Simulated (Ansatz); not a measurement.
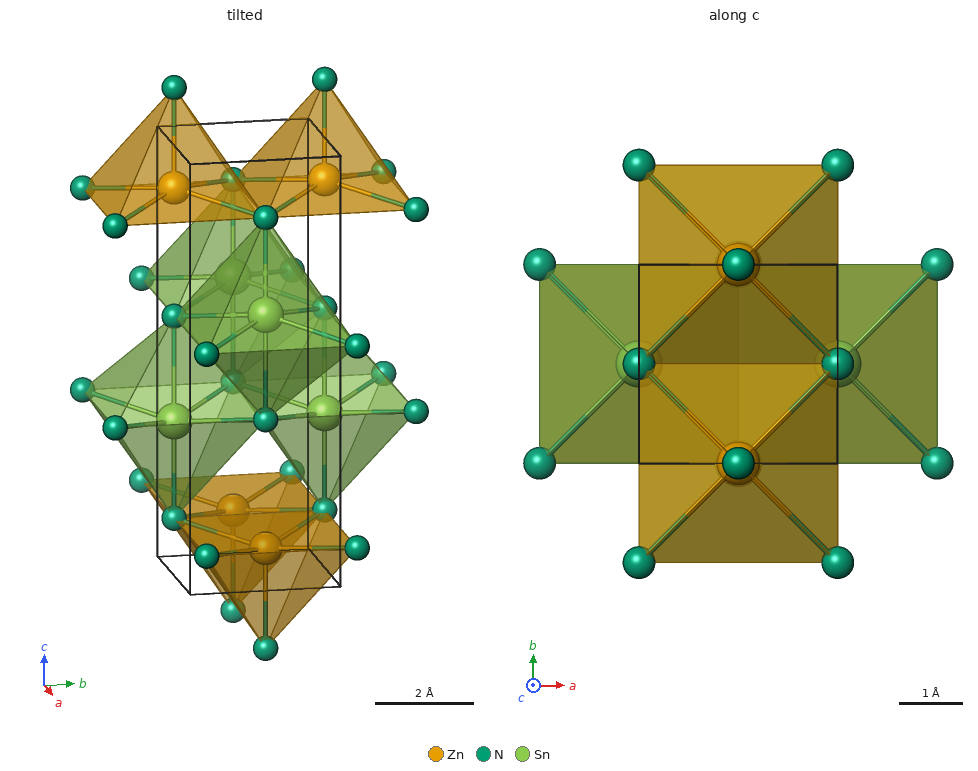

The figure gives a polyhedral picture of the atoms, viewed slightly off an axis and along the c axis. The wireframe shows the conventional unit cell. Some neighbours outside the box are added.

ZnSnN₂, space group P4/nmm (No. 129), a = 3.155 Å, b = 3.155 Å, c = 9.115 Å, α = 90.00°, β = 90.00°, γ = 90.00°. The structure was taken from a structure type filled with these elements by a generator (whether the compound takes this form wasn't checked). Earlier steps of the study may have refined or changed the cell and positions. It was run through Ansatz as a DFT input.

This one geometry was computed with Ansatz (DFT, plane waves, PAW) at three levels of theory: r2SCAN, PBE with spin-orbit coupling and PBE. It was relaxed beforehand with r2SCAN.

### Which level gives the highest pressure at this volume, and what does that say about its equilibrium volume?

Highest: PBE with spin-orbit coupling (6.3 GPa) and PBE (6.4 GPa), which points to the largest equilibrium volume. Lowest, with the smallest volume: r2SCAN (0.0 GPa). Levels within 0.5 GPa of each other can't be told apart.

### How does the band gap change with the level of theory?

All levels give a metal.

### Collect the results in a table.

| level | cutoff (eV) | k-mesh of the run's cell | gap (eV) | pressure (GPa) |
| --- | --- | --- | --- | --- |
| r2SCAN | 500 | 8×8×4 | metal | 0.0 |
| PBE with spin-orbit coupling | 420 | 8×8×4 | metal | 6.3 |
| PBE | 420 | 8×8×4 | metal | 6.4 |

Gaps are taken on the k-mesh or band path of each run.
